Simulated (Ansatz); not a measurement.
Ni: single-point calculation

The run: single-point calculation of Ni (slab, 5 atoms in the cell). Method and program: DFT, PBE, PAW with Ansatz's default frozen-core files, scalar-relativistic, spin-polarised (Ansatz 0.2.0).

It belongs to a series of runs on one base structure; here: PAW files. Figures and captions count atoms from 1; the log counts them from 0 in places.

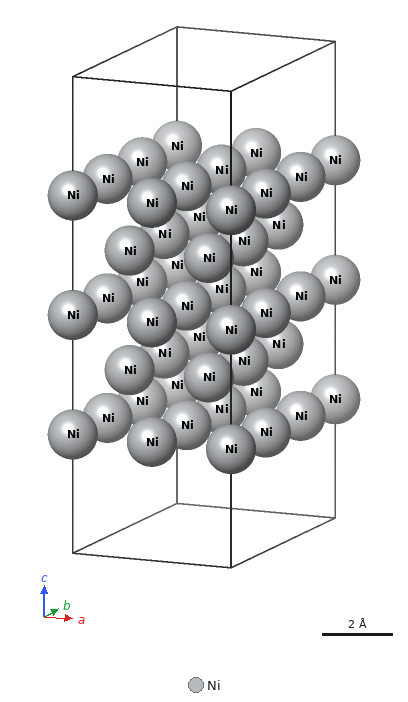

Fig. 1: The structure as given in the input (spheres-only view of the 2 × 3 repeat of the cell, with the vacuum cut short, seen slightly off an axis).

### The input
```yaml
crystal:
  lattice:
    - [2.4893881601, 0.0, 0.0]
    - [0.0, 2.4893881601, 0.0]
    - [0.0, 0.0, 23.0411]
  atoms:
    - { symbol: Ni, position: [0.0, 0.0, 0.3472066657], spin: 1.0 }
    - { symbol: Ni, position: [0.5, 0.5, 0.4236033326], spin: 1.0 }
    - { symbol: Ni, position: [0.0, 0.0, 0.5], spin: 1.0 }
    - { symbol: Ni, position: [0.5, 0.5, 0.5763966674], spin: 1.0 }
    - { symbol: Ni, position: [0.0, 0.0, 0.6527933343], spin: 1.0 }
magnetization:
  spin_polarized: true
kpoints:
  mp_grid: { grid: [16, 16, 1] }
scf:
  occupations: { method: fermi_dirac, width: 0.1 }
hamiltonian:
  xc: pbe
  pseudopotentials: { kind: paw }
output:
  forces: true
  stress: true
  eigenvalues: true
  populations: true
efield:
  axis: 3
  amplitude: 0
  dipole_correction: true
```

Run as:
```bash
ansatz run input.yaml --threads 3 --pin off --max-ram 9216MiB --backend cpu --events-out ev --progress --plain --runs-dir out
```

### What the program printed
```
Engine: ansatz 0.2.0, x86_64-unknown-linux-gnu
Pseudopotentials: kind: paw
Pseudopotential: Ni, paw, valence charge 18, recommended cutoff 420 eV (normal), Ni.paw.azcp
Functional definition: PBE
  parameter kappa = 0.804
  parameter beta = 0.06672455060314922
  exchange = pbe_x(kappa = kappa, mu = beta*pi^2/3)
  correlation = pbe_c(beta = beta)
Crystal: 5 atoms, lattice volume = 142.787 Å³
Basis set: ecut = 420 eV, 2789 PW (Γ), exchange–correlation on 36×36×320 points (8 copies of the dense FFT grid, shifted against one another)
Bands: 57, of which v1, the nominal top of the filled ones, is band 45 counted from 1 (44 counted from 0)
Symmetry: 8 space group operations
k-points: 45 of 256
Non-local potential: Ni, projectors of the file, l = 0: 3, l = 1: 2, l = 2: 3, l = 3: 1
PAW form: soft (Blöchl's): semilocal exchange-correlation on the pseudo side does not see the compensation charge
PAW one-centre angular grid: Ni, 590 points (default); XC on 64 Gauss nodes
Initial density: superposition of atomic densities (neutral atoms: chi_scale 0, normalization atom)
Starting moments: Σ|m| = 5 μB on 5 of 5 sites
Initial wavefunctions: pseudopotential atomic-orbital guess
Functional: x = pbe(κ = 0.804, μ = 0.2195149727645171), c = pbe(β = 0.06672455060314922)
SCF iter   1: F=—  HF=-29192.383007 eV  |F-HF|=—  |Δ(HF+E_count)|=         —  Δρ=1.96e-2 (↑1.94e-2 ↓1.96e-2)  dr2=4.92e0  dr2_m=1.45e-1  M=4.386 μB ∫|m|=4.623 μB  β_m=1.00  ethr=3.10e-3  p=0.000 e·Å  D=1.42e-13 V/Å  ΔV_dip=-0.00 eV  dr2_dipole=5.31e-9  V_vac-E_F(+/−)=7.10/7.10 eV  ⟨swp⟩=10.4  Hψ=25465  notcnv=0  defer=78
Mixer restart at iter 1: flushing history
efield: sawtooth ramp at fractional position 0.9500 (placed from the atoms, in the widest stretch of the axis that holds none; the zero of the levels goes with the place), width 0.1000; the density the first Hamiltonian is built on has a dipole p = 0.000 e·Å; the dipole correction subtracts the counter field D = 1.42e-13 V/Å, which shifts the + side's vacuum level by -0.00 eV against the − side's; the planar-averaged density in the ramp window peaks in size at 2.9e-5 e/Å³
preconditioner: auto → LDOS  [metal: Δε(μ)=0.003 eV  Ē_g=7.579 eV  σ=0.100 eV  W_gap=0.01  n_scr=22 (ndim 8)  ℏωp=22.0 eV  f_vac=0.555  D(μ)=9.35/eV (n_scr^D=92)]
spin=Collinear: LDOS preconditioning applied to the charge; magnetization (m = ρ↑ − ρ↓) channel mixes plain (no charge-response kernel on spin).
SCF iter   2: F=—  HF=-29192.985138 eV  |F-HF|=—  |Δ(HF+E_count)|=   6.02e-1  Δρ=1.42e-2 (↑1.06e-2 ↓1.42e-2)  dr2=8.72e-1  dr2_m=2.12e-2  M=4.057 μB ∫|m|=4.491 μB  β_m=0.31  ethr=3.10e-3  p=-0.000 e·Å  D=-8.22e-6 V/Å  ΔV_dip=0.00 eV  dr2_dipole=2.78e-9  V_vac-E_F(+/−)=6.22/6.22 eV  ⟨swp⟩=2.4  Hψ=8601  notcnv=0  defer=269
density mixer auto → msr1: a metal under ldos (density of states about μ 3.67 of a free-electron gas's, 22 screened modes)
SCF iter   3: F=—  HF=-29194.636410 eV  |F-HF|=—  |Δ(HF+E_count)|=    1.65e0  Δρ=1.10e-2 (↑5.06e-3 ↓1.10e-2)  dr2=2.25e-1  dr2_m=4.15e-2  M=3.933 μB ∫|m|=4.374 μB  β_m=0.50  ethr=9.68e-4  p=0.000 e·Å  D=4.17e-6 V/Å  ΔV_dip=-0.00 eV  dr2_dipole=3.21e-9  V_vac-E_F(+/−)=5.79/5.79 eV  ⟨swp⟩=2.7  Hψ=7992  notcnv=0  defer=270
SCF iter   4: F=—  HF=-29196.459665 eV  |F-HF|=—  |Δ(HF+E_count)|=    1.82e0  Δρ=1.24e-2 (↑3.11e-3 ↓1.24e-2)  dr2=1.46e-1  dr2_m=5.69e-2  M=3.633 μB ∫|m|=4.095 μB  β_m=0.57  ethr=2.50e-4  p=0.000 e·Å  D=6.14e-6 V/Å  ΔV_dip=-0.00 eV  dr2_dipole=9.71e-10  V_vac-E_F(+/−)=5.27/5.27 eV  ⟨swp⟩=2.7  Hψ=8481  notcnv=0  defer=273
SCF iter   5: F=—  HF=-29196.968230 eV  |F-HF|=—  |Δ(HF+E_count)|=   5.09e-1  Δρ=5.15e-3 (↑2.67e-3 ↓5.15e-3)  dr2=4.14e-2  dr2_m=1.23e-2  M=3.463 μB ∫|m|=3.897 μB  β_m=0.72  ethr=1.62e-4  p=0.000 e·Å  D=8.45e-6 V/Å  ΔV_dip=-0.00 eV  dr2_dipole=7.98e-9  V_vac-E_F(+/−)=5.06/5.06 eV  ⟨swp⟩=2.5  Hψ=9679  notcnv=0  defer=286
SCF iter   6: F=—  HF=-29196.984546 eV  |F-HF|=—  |Δ(HF+E_count)|=   1.63e-2  Δρ=2.47e-3 (↑8.76e-4 ↓2.47e-3)  dr2=1.20e-2  dr2_m=1.71e-3  M=3.370 μB ∫|m|=3.809 μB  β_m=0.72  ethr=4.60e-5  p=0.000 e·Å  D=1.63e-6 V/Å  ΔV_dip=-0.00 eV  dr2_dipole=2.62e-9  V_vac-E_F(+/−)=4.97/4.97 eV  ⟨swp⟩=2.4  Hψ=8582  notcnv=0  defer=273
SCF iter   7: F=—  HF=-29196.980652 eV  |F-HF|=—  |Δ(HF+E_count)|=   3.89e-3  Δρ=1.22e-3 (↑6.68e-4 ↓1.22e-3)  dr2=2.25e-3  dr2_m=3.82e-4  M=3.374 μB ∫|m|=3.821 μB  β_m=0.86  ethr=1.33e-5  p=0.000 e·Å  D=4.10e-6 V/Å  ΔV_dip=-0.00 eV  dr2_dipole=1.43e-9  V_vac-E_F(+/−)=4.89/4.89 eV  ⟨swp⟩=2.0  Hψ=7563  notcnv=0  defer=276
SCF iter   8: F=—  HF=-29196.983764 eV  |F-HF|=—  |Δ(HF+E_count)|=   3.11e-3  Δρ=7.78e-4 (↑5.06e-4 ↓7.78e-4)  dr2=1.46e-3  dr2_m=4.09e-5  M=3.383 μB ∫|m|=3.830 μB  β_m=0.65  ethr=2.50e-6  p=-0.000 e·Å  D=-3.61e-6 V/Å  ΔV_dip=0.00 eV  dr2_dipole=2.54e-9  V_vac-E_F(+/−)=4.91/4.91 eV  ⟨swp⟩=3.3  Hψ=11159  notcnv=0  defer=266
SCF iter   9: F=—  HF=-29196.983333 eV  |F-HF|=—  |Δ(HF+E_count)|=   4.31e-4  Δρ=1.10e-4 (↑8.89e-5 ↓1.10e-4)  dr2=5.12e-5  dr2_m=3.46e-6  M=3.386 μB ∫|m|=3.833 μB  β_m=0.68  ethr=1.63e-6  p=0.000 e·Å  D=5.97e-7 V/Å  ΔV_dip=-0.00 eV  dr2_dipole=4.22e-10  V_vac-E_F(+/−)=4.91/4.91 eV  ⟨swp⟩=2.0  Hψ=7127  notcnv=0  defer=266
SCF iter  10: F=—  HF=-29196.983349 eV  |F-HF|=—  |Δ(HF+E_count)|=   1.63e-5  Δρ=6.43e-5 (↑3.56e-5 ↓6.43e-5)  dr2=9.26e-6  dr2_m=8.65e-7  M=3.388 μB ∫|m|=3.836 μB  β_m=0.63  ethr=5.69e-8  p=-0.000 e·Å  D=-1.15e-6 V/Å  ΔV_dip=0.00 eV  dr2_dipole=1.72e-9  V_vac-E_F(+/−)=4.91/4.91 eV  ⟨swp⟩=2.2  Hψ=9025  notcnv=0  defer=266
SCF iter  11: F=—  HF=-29196.983348 eV  |F-HF|=—  |Δ(HF+E_count)|=   1.43e-6  Δρ=1.66e-5 (↑1.66e-5 ↓1.60e-5)  dr2=6.38e-7  dr2_m=1.10e-7  M=3.388 μB ∫|m|=3.836 μB  β_m=0.70  ethr=1.03e-8  p=0.000 e·Å  D=1.59e-6 V/Å  ΔV_dip=-0.00 eV  dr2_dipole=4.19e-10  V_vac-E_F(+/−)=4.90/4.90 eV  ⟨swp⟩=2.1  Hψ=7504  notcnv=0  defer=266
SCF iter  12: F=—  HF=-29196.983348 eV  |F-HF|=—  |Δ(HF+E_count)|=   1.69e-7  Δρ=2.37e-5 (↑8.54e-6 ↓2.37e-5)  dr2=7.69e-7  dr2_m=1.07e-7  M=3.388 μB ∫|m|=3.837 μB  β_m=0.70  ethr=7.09e-10  p=-0.000 e·Å  D=-2.63e-6 V/Å  ΔV_dip=0.00 eV  dr2_dipole=2.30e-9  V_vac-E_F(+/−)=4.90/4.90 eV  ⟨swp⟩=3.0  Hψ=10043  notcnv=0  defer=266
SCF iter  13: F=—  HF=-29196.983348 eV  |F-HF|=—  |Δ(HF+E_count)|=   7.69e-8  Δρ=7.12e-6 (↑4.37e-6 ↓7.12e-6)  dr2=9.54e-8  dr2_m=1.19e-8  M=3.388 μB ∫|m|=3.837 μB  β_m=0.62  ethr=7.09e-10  p=0.000 e·Å  D=2.23e-6 V/Å  ΔV_dip=-0.00 eV  dr2_dipole=2.57e-9  V_vac-E_F(+/−)=4.90/4.90 eV  ⟨swp⟩=2.0  Hψ=7278  notcnv=0  defer=266
SCF iter  14: F=-29196.983348 eV  HF=-29196.983348 eV  |F-HF|=9.51e-8  |Δ(HF+E_count)|=   1.31e-8  Δρ=6.38e-6 (↑1.92e-6 ↓6.38e-6)  dr2=9.38e-8  dr2_m=1.04e-8  M=3.388 μB ∫|m|=3.837 μB  ethr=1.06e-10  p=-0.000 e·Å  D=-9.38e-7 V/Å  ΔV_dip=0.00 eV  dr2_dipole=1.86e-8  V_vac-E_F(+/−)=4.90/4.90 eV  ⟨swp⟩=12.4  Hψ=27461  notcnv=0
SCF 1 converged in 14 iterations: F = -29196.983348 eV  dr2 = 9.38e-8
  greatest PAW one-centre occupation: 1.001 electrons in one spin orbital (limit 2), on the Ni atom at site 0 (counted from 0), in its partial waves of l = 1
```

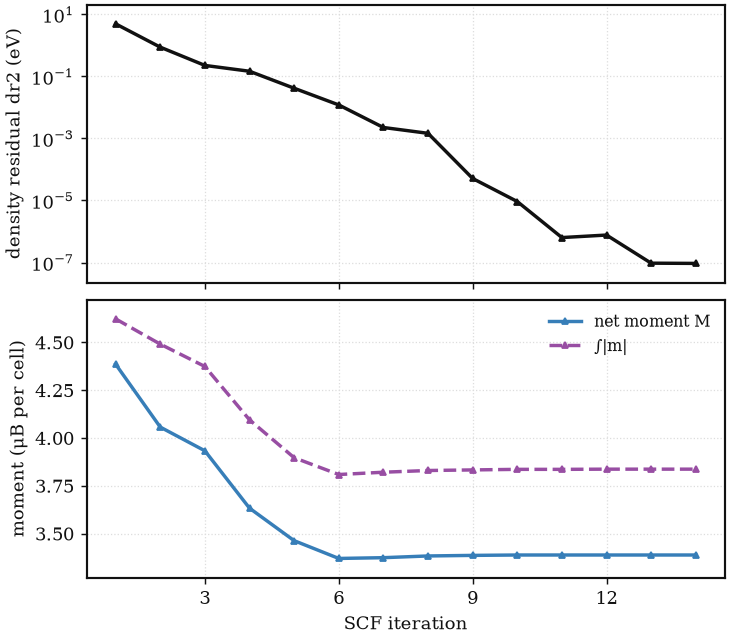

Fig. 2: Convergence of the self-consistent field: density residual dr2 and magnetic moment against the SCF iteration. The residual falls almost steadily, with no more than small rises. The net moment goes from 4.4 to 3.4 μB per cell.

```
SCF converged after 14 iterations
Magnetization: 3.3878 μB (46.6939 up, 43.3061 down)
Absolute magnetization: 3.8403 μB (∫|ρ↑−ρ↓|, with the PAW one-centre terms)
Spin contamination: 0.0472 ħ² per cell (⟨S²⟩ above its minimum at these occupations)
Per-site moments (μB) at R_I (Å): [(0.768662273318285, 1.0268726139112094), (0.680858133042968, 1.0268726139112094), (0.6809004832124215, 1.02687261604125), (0.6808361184016577, 1.0268726139112094), (0.7686257099764869, 1.0268726139112094)]
Free energy (F): -29196.983348 eV
Harris-Foulkes:  -29196.983348 eV  (|F-HF|=9.51e-8)
Internal energy: -29196.691168 eV  (E = F + TS)
E sigma→0 (E₀):  -29196.837258 eV
Entropy (-TS):   -0.292180 eV (-58.436 meV/atom)
Fermi energy:    3.957514 eV
Dipole field:    D = -0.000218 V/Å  (p = -0.000172 e·Å, saw-weighted, corrected)
Work function:   Φ+ = 4.9062 eV   Φ− = 4.9012 eV
Levels:          The Fermi level and band energies are counted from a zero that moves with the ramp; work functions are not
--- Per-component energies (eV) ---
  E_band       = -2685.190995
  E_kinetic    = 1407.363888
  E_local      = -193845.509733  (includes V_loc(G=0)·N_el)
  E_nonlocal   = 3186.703713
  E_hartree    = 94872.964479
  E_xc         = -419.822493
  E_vxc        = -540.988868  (∫ρ·V_xc dr)
  E_paw        = -8155.527864  (= ΣΔE_a)
  E_vpaw       = -2638.717649  (= ΣTr[D̂ρ^β])
  E_aug_tail   = 0.002577  (compensation charges beyond the density's cutoff)
  E_efield     = 0.000000  (sawtooth field / dipole correction)
  E_vefield    = 0.000000  (∫n·V_field dr)
  E_ewald      = 73757.134264
  E_smearing   = -0.292180  (= −TS)
  E_closure    = -0.000000  (closes the sum)
  Σ components = -29196.983348   (vs F -29196.983348, Δ=0.00e0)
--- Forces (eV/Å), atoms counted from 1 ---
  atom   1  Ni     0.00000000     0.00000000     0.31939387
  atom   2  Ni     0.00000000     0.00000000    -0.36533051
  atom   3  Ni    -0.00000000     0.00000000    -0.00000500
  atom   4  Ni    -0.00000000     0.00000000     0.36532001
  atom   5  Ni    -0.00000000     0.00000000    -0.31931628
  max |Σ_I F_I| component: 6.21e-5 eV/Å
--- Stress (GPa, compression-positive) ---
       -2.391852       0.000000      -0.000000
        0.000000      -2.391852       0.000000
        0.000000       0.000000      -1.079772
  P = ⅓ Tr σ = -1.9545 GPa (-19.545 kbar)
--- Band table (eV; the first three rows and the last of 90) ---
  k-point 0 ↑: bands = ["-99.7136", "-99.6976", "-99.6824", "-99.3681", "-99.3680", "-60.1675", "-60.1005", "-60.0423", "-60.0423", "-60.0238", "-60.0129", "-60.0129", "-59.9850", "-59.9850", "-59.7565", "-59.7565", "-59.7565", "-59.7565", "-59.6365", "-59.6363", "-4.7069", "-3.4802", "-1.8357", "-0.6387", "-0.5905", "-0.1134", "0.2925", "0.7782", "1.2287", "1.4605", "1.6443", "1.6443", "2.0551", "2.0551", "2.1567", "2.3996", "2.6128", "2.6296", "2.6296", "2.7313", "2.7427", "2.9107", "3.1449", "3.1449", "3.1469", "3.3172", "3.3880", "3.4168", "3.4168", "4.4077", "5.7243", "8.6179", "8.9699", "9.8098", "11.2090", "12.4010", "14.5135"]
  k-point 1 ↑: bands = ["-99.7129", "-99.6972", "-99.6823", "-99.3677", "-99.3676", "-60.1662", "-60.1021", "-60.0448", "-60.0414", "-60.0308", "-60.0125", "-60.0110", "-59.9894", "-59.9852", "-59.7607", "-59.7606", "-59.7562", "-59.7562", "-59.6361", "-59.6360", "-4.6069", "-3.3860", "-1.7524", "-0.5677", "-0.5324", "-0.0815", "0.3184", "0.7951", "1.2363", "1.4858", "1.6323", "1.6580", "1.9180", "2.0466", "2.2998", "2.3018", "2.4377", "2.5758", "2.6181", "2.7265", "2.9318", "2.9891", "3.0169", "3.0267", "3.2295", "3.2762", "3.2991", "3.3672", "3.4309", "4.6451", "5.9844", "8.7125", "9.0730", "9.9017", "11.3072", "12.4808", "14.6039"]
  k-point 2 ↑: bands = ["-99.7108", "-99.6959", "-99.6819", "-99.3665", "-99.3664", "-60.1624", "-60.1073", "-60.0514", "-60.0457", "-60.0387", "-60.0113", "-60.0104", "-60.0016", "-59.9857", "-59.7726", "-59.7725", "-59.7554", "-59.7554", "-59.6350", "-59.6350", "-4.3108", "-3.1106", "-1.5171", "-0.3751", "-0.3700", "0.0127", "0.4011", "0.8512", "1.2484", "1.5525", "1.6116", "1.6960", "1.7712", "1.9951", "2.0184", "2.3967", "2.4557", "2.4710", "2.6409", "2.6707", "2.7858", "2.8273", "2.9036", "2.9410", "3.2144", "3.2178", "3.3609", "3.4332", "3.5592", "5.1698", "6.6095", "8.9952", "9.3822", "10.1763", "11.6018", "12.7171", "14.8734"]
  k-point 44 ↓: bands = ["-98.8197", "-98.8193", "-98.8192", "-98.4100", "-98.4099", "-59.3332", "-59.3332", "-59.2865", "-59.2865", "-59.2429", "-59.2429", "-59.2381", "-59.2373", "-59.2271", "-58.9272", "-58.9272", "-58.9272", "-58.9272", "-58.7480", "-58.7480", "-0.1398", "-0.1031", "0.3293", "0.5363", "0.5363", "0.7687", "0.9838", "1.0756", "1.0756", "1.9034", "1.9034", "2.9616", "2.9616", "3.4321", "3.5172", "3.8548", "3.9007", "3.9894", "3.9894", "4.0533", "4.3379", "4.3385", "4.3734", "4.6383", "4.6384", "7.1760", "7.1760", "9.1048", "9.1048", "11.4374", "11.4374", "13.4760", "13.4849", "13.8157", "13.9952", "13.9952", "14.1071"]
--- Löwdin populations: 5 sites ---
  site symbol       q [e]    m [muB]
     0     Ni     17.8077     0.7649
     1     Ni     17.7717     0.6717
     2     Ni     17.7809     0.6711
     3     Ni     17.7717     0.6717
     4     Ni     17.8078     0.7649
  spilling = 0.011781 (of n_electrons = 90.000000)
```

### File populations.tsv
```
# site	symbol	l	j	q_up	q_dn
# orbitals = lowdin
# n_electrons = 90.000000
# spilling = 0.011781
0	Ni	0_3S	-	0.998688	0.998734
0	Ni	0_4S	-	0.479413	0.482682
0	Ni	1_3P	-	2.998973	2.998873
0	Ni	2_3D	-	4.809231	4.041122
1	Ni	0_3S	-	0.998051	0.998122
1	Ni	0_4S	-	0.467385	0.480580
1	Ni	1_3P	-	2.999179	2.999131
1	Ni	2_3D	-	4.757070	4.072132
2	Ni	0_3S	-	0.998020	0.998097
2	Ni	0_4S	-	0.472987	0.486781
2	Ni	1_3P	-	2.999104	2.999067
2	Ni	2_3D	-	4.755885	4.070991
3	Ni	0_3S	-	0.998051	0.998122
3	Ni	0_4S	-	0.467382	0.480577
3	Ni	1_3P	-	2.999179	2.999131
3	Ni	2_3D	-	4.757078	4.072163
4	Ni	0_3S	-	0.998688	0.998734
4	Ni	0_4S	-	0.479409	0.482679
4	Ni	1_3P	-	2.998973	2.998873
4	Ni	2_3D	-	4.809239	4.041169
```

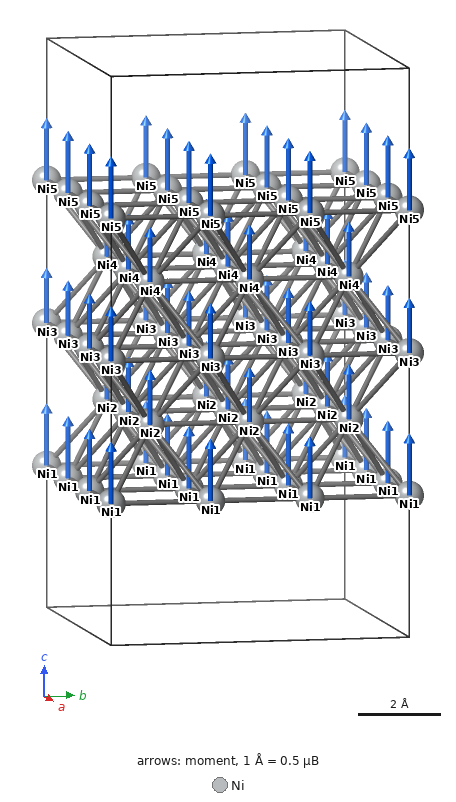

Fig. 3: Magnetic moments of the sites as blue arrows (ball-and-stick view of the 3 × 3 repeat of the cell, with the vacuum cut short, seen slightly off an axis; atoms are numbered from 1 in the order of the input); small moments hardly show. The run is collinear, so the axis drawn is arbitrary. Site moments: Ni1, Ni5 (0.77 μB); Ni2, Ni3, Ni4 (0.68 μB). They are counted near the atoms and needn't add up to the moment of the cell.

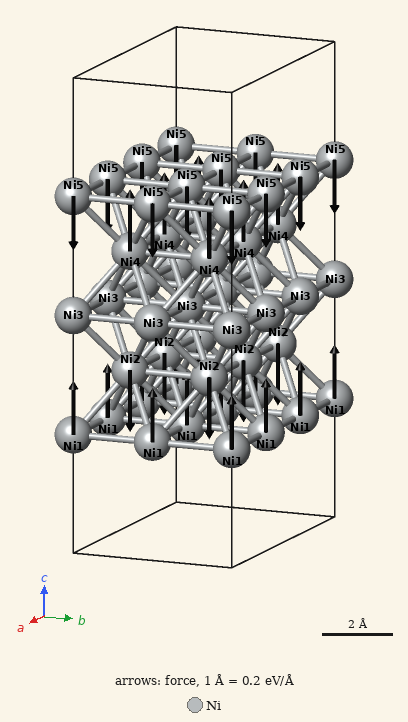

Fig. 4: Forces on the atoms as black arrows (ball-and-stick view of the 3 × 2 repeat of the cell, with the vacuum cut short, seen slightly off an axis; atoms are numbered from 1 in the order of the input). The largest act on Ni2, Ni4 (0.37 eV/Å); Ni1, Ni5 (0.32 eV/Å). The geometry is not a stationary point of this energy.

### Results in brief

```json
{"quantity": "outcome", "value": "converged"}
{"quantity": "electrons treated", "value": "90"}
{"quantity": "free energy", "value": "−29196.9833 eV"}
{"quantity": "Fermi energy", "value": "3.958 eV"}
{"quantity": "net moment of the cell", "value": "3.39 μB"}
{"quantity": "integrated absolute moment", "value": "3.84 μB"}
{"quantity": "largest force (length of the vector)", "value": "0.365 eV/Å"}
{"quantity": "hardware", "value": "3 threads of Intel Xeon @ 2.90GHz (Ice Lake), 12 GiB of memory available, shared host"}
{"quantity": "wall time", "value": "44 s (CPU time 1.8 min)"}
{"quantity": "peak memory", "value": "0.82 GiB"}
```
